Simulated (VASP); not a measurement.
# PtSe$_{2}$: a changed input and its effect

System: PtSe$_{2}$ (P1, 3 atoms in the cell).
Method of run 1: DFT, PBEsol, plane waves, PAW (VASP 6.6.1).

The structure was built on a prototype by a generator. 

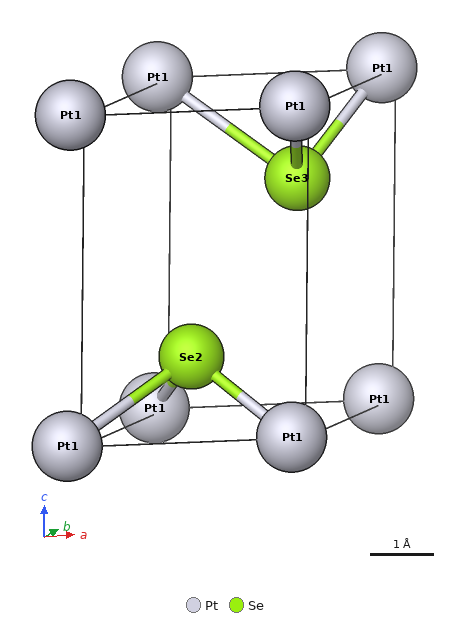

**Figure 1.** The structure as given in the input (ball-and-stick view of the cell of the calculation, set on other vectors, seen slightly off an axis; atoms are numbered from 1 in the order of the input). Near neighbours in the crystal (not all of them lie inside the picture): Pt has 6 Se at 2.21 to 2.86 Å; Se has 3 Pt at 2.21 to 2.86 Å.

## INCAR, run 1
```
ENCUT = 520.000000
SIGMA = 0.020000
EDIFF = 1.00e-07
GGA = PS
PREC = Accurate
IBRION = -1
ISIF = 2
ISMEAR = -1
NBANDS = 18
NELM = 120
NSW = 0
LASPH = .TRUE.
LCHARG = .FALSE.
LWAVE = .FALSE.
LREAL = .FALSE.
```

## KPOINTS, run 1
```
KPOINTS created by Atomic Simulation Environment
0
Gamma
6 6 4
0 0 0
```

## POSCAR, run 1
```
Pt Se
 1.0000000000000000
     3.7462000000000000    0.0789000000000000    0.0487000000000000
    -1.8048000000000000    3.1450000000000000   -0.0592000000000000
     0.0689000000000000   -0.0569000000000000    5.3752000000000004
 Pt  Se
   1   2
Cartesian
 -0.0984766900000000  0.1995479900000000  0.0131143800000000
  0.1774335399999999  2.0568874799999999  1.1711298400000001
  1.9183823000000002  0.9368360500000000  3.8753033500000007
```

Launched with:
```bash
mpirun -np 1 vasp_std
```

Hardware: 1 CPU thread, shared host.

## OSZICAR and lines of OUTCAR (run 1)
```
N       E                     dE             d eps       ncg     rms          rms(c)
DAV:   1     0.108889603912E+03    0.10889E+03   -0.99631E+03  2736   0.107E+03
DAV:   2    -0.106140735114E+02   -0.11950E+03   -0.11579E+03  3388   0.209E+02
DAV:   3    -0.156522097024E+02   -0.50381E+01   -0.50015E+01  3286   0.433E+01
DAV:   4    -0.156909568908E+02   -0.38747E-01   -0.38731E-01  3426   0.415E+00
DAV:   5    -0.156913838903E+02   -0.42700E-03   -0.42699E-03  3218   0.420E-01    0.141E+01
DAV:   6    -0.151057352029E+02    0.58565E+00   -0.47278E+00  2890   0.199E+01    0.881E+00
DAV:   7    -0.148598204585E+02    0.24591E+00   -0.11645E+00  2810   0.100E+01    0.438E+00
DAV:   8    -0.148307653394E+02    0.29055E-01   -0.98936E-02  3108   0.191E+00    0.923E-01
DAV:   9    -0.148267922742E+02    0.39731E-02   -0.10642E-02  3018   0.850E-01    0.260E-01
DAV:  10    -0.148266304754E+02    0.16180E-03   -0.16729E-03  3120   0.273E-01    0.108E-01
DAV:  11    -0.148266396731E+02   -0.91977E-05   -0.21753E-04  3306   0.965E-02    0.308E-02
DAV:  12    -0.148266418534E+02   -0.21803E-05   -0.22956E-05  3410   0.286E-02    0.121E-02
DAV:  13    -0.148266418625E+02   -0.91293E-08   -0.41266E-06  3010   0.122E-02    0.371E-03
DAV:  14    -0.148266420876E+02   -0.22503E-06   -0.34120E-07  3408   0.365E-03    0.119E-03
DAV:  15    -0.148266420835E+02    0.40468E-08   -0.27388E-08  1612   0.105E-03
   1 F= -.14826642E+02 E0= -.14825915E+02  d E =-.145328E-02
[... from OUTCAR:]
   NELECT =      22.0000    total number of electrons
 E-fermi :   5.6960
  free  energy   TOTEN  =       -14.8266420835 eV
  energy  without entropy=      -14.8251888034  energy(sigma->0) =      -14.82591544
```

For run 2 the input was changed thus:
```diff
-GGA = PS
+GGA = PE
-     3.7462000000000000    0.0789000000000000    0.0487000000000000
-    -1.8048000000000000    3.1450000000000000   -0.0592000000000000
-     0.0689000000000000   -0.0569000000000000    5.3752000000000004
+     3.6758000000000002   -0.0436000000000000    0.0100000000000000
+    -1.8756999999999999    3.1456000000000000   -0.0306000000000000
+     0.0142000000000000   -0.0418000000000000    5.3262999999999998
- -0.0984766900000000  0.1995479900000000  0.0131143800000000
-  0.1774335399999999  2.0568874799999999  1.1711298400000001
-  1.9183823000000002  0.9368360500000000  3.8753033500000007
+  0.0460194000000000  0.0286388000000000  0.0222558200000000
+ -0.1090636999999999  2.0989686999999999  1.1771833299999999
+  1.8622609300000001  1.0403851000000002  3.9636718099999997
```

How does run 2 compare with run 1?

The total energies belong to different methods, so their difference says nothing on which is more stable or more accurate. The pressure goes from 3.52 to 14.00 GPa. The largest force goes from 5.498 to 2.641 eV/Å. The volume per atom goes from 21.36 to 20.38 Å³. The functional changes from PBEsol to PBE. The number of SCF iterations is the same.

## OSZICAR and lines of OUTCAR (run 2)
```
N       E                     dE             d eps       ncg     rms          rms(c)
DAV:   1     0.112931919547E+03    0.11293E+03   -0.10081E+04  2768   0.108E+03
DAV:   2    -0.943387888600E+01   -0.12237E+03   -0.11825E+03  3298   0.212E+02
DAV:   3    -0.146364145776E+02   -0.52025E+01   -0.51698E+01  3394   0.438E+01
DAV:   4    -0.146763297243E+02   -0.39915E-01   -0.39898E-01  3396   0.416E+00
DAV:   5    -0.146767693854E+02   -0.43966E-03   -0.43965E-03  3276   0.428E-01    0.147E+01
DAV:   6    -0.140321176421E+02    0.64465E+00   -0.39853E+00  2832   0.189E+01    0.847E+00
DAV:   7    -0.138705377704E+02    0.16158E+00   -0.82860E-01  2804   0.875E+00    0.439E+00
DAV:   8    -0.138476734718E+02    0.22864E-01   -0.45181E-02  3076   0.175E+00    0.794E-01
DAV:   9    -0.138459559584E+02    0.17175E-02   -0.73486E-03  3044   0.803E-01    0.161E-01
DAV:  10    -0.138461349123E+02   -0.17895E-03   -0.75603E-04  3342   0.179E-01    0.767E-02
DAV:  11    -0.138461874364E+02   -0.52524E-04   -0.49143E-05  3090   0.472E-02    0.268E-02
DAV:  12    -0.138461878137E+02   -0.37727E-06   -0.10252E-05  3270   0.265E-02    0.711E-03
DAV:  13    -0.138461888597E+02   -0.10460E-05   -0.19956E-06  3236   0.114E-02    0.159E-03
DAV:  14    -0.138461890993E+02   -0.23958E-06   -0.15599E-07  2758   0.269E-03    0.874E-04
DAV:  15    -0.138461890967E+02    0.25134E-08   -0.12052E-08  1720   0.768E-04
   1 F= -.13846189E+02 E0= -.13845884E+02  d E =-.610944E-03
[... from OUTCAR:]
   NELECT =      22.0000    total number of electrons
 E-fermi :   6.4542
  free  energy   TOTEN  =       -13.8461890967 eV
  energy  without entropy=      -13.8455781531  energy(sigma->0) =      -13.84588362
```

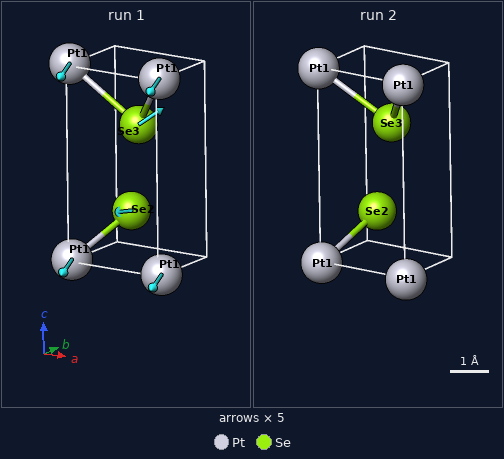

**Figure 2.** The two input geometries at one scale (ball-and-stick view of the cell of the calculation, seen slightly off an axis). The teal arrows on the first give the shifts of the atoms relative to the cell, with their mean removed, magnified 5 times. The atom that moves furthest relative to the cell is Pt1 (0.25 Å). Largest moves by element: Pt 0.25 Å, Se 0.21 Å. (The mean shift of all atoms is removed.) The volume changes by −4.6 %, with a 3.747 → 3.676 Å (−1.9 %), b 3.627 → 3.663 Å (+1.0 %), c 5.376 → 5.326 Å (−0.9 %), α 91.8° → 90.9°, β 88.5° → 89.7°, γ 118.7° → 121.5°. Among the contacts that change: Pt1–Se3 2.857 → 2.461 Å, Pt1–Se2 2.733 → 2.350 Å.

## The two runs side by side

```tsv
quantity	run 1	run 2
outcome	converged	converged
free energy per atom (eV)	−4.9422	−4.6154
energy per atom, smearing taken to zero (eV)	−4.9420	−4.6153
gap on the mesh (eV)	0.00	0.00
pressure (GPa)	3.52	14.00
volume per atom (Å³)	21.36	20.38
largest force (eV/Å)	5.498	2.641
SCF iterations	15	15
irreducible k-points	76	76
```

For both runs: Spin–orbit coupling is left out, which matters for Pt.
